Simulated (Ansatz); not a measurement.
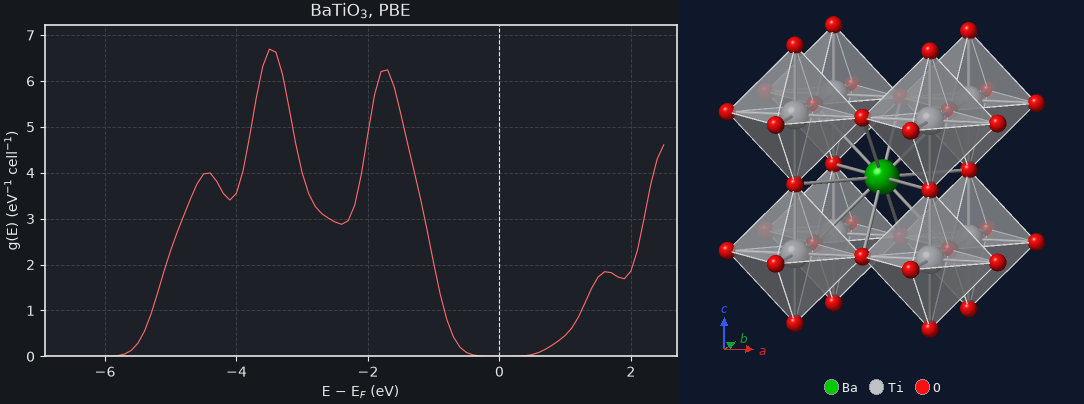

Density of states, beside the structure. Energies are counted from the Fermi level. The DOS curve is built from the levels of the k mesh with Gaussians 0.55 eV wide, which also blur the band edges; ripples of that width can come from the mesh.

Calculation on cubic perovskite-type BaTiO$_{3}$, space group Pm-3m, 5 atoms in the cell, relaxed with r2SCAN; cubic a = 3.994 Å.

Computed with Ansatz 0.2.0: PBE, Ansatz PAW set, no spin polarisation, no spin-orbit coupling, 6×6×6 k mesh, 420 eV cutoff, Fermi-Dirac smearing of 0.02 eV.

### Is there a gap at the Fermi level, and how wide?

There is a gap; over the k points computed it is 1.82 eV (indirect; the smallest direct gap on the k mesh is 1.92 eV).

LDA, GGA and most meta-GGA functionals understate gaps. The cell is at 3 GPa in this functional. BaTiO3 is cubic only at high temperature; at room temperature it is distorted.
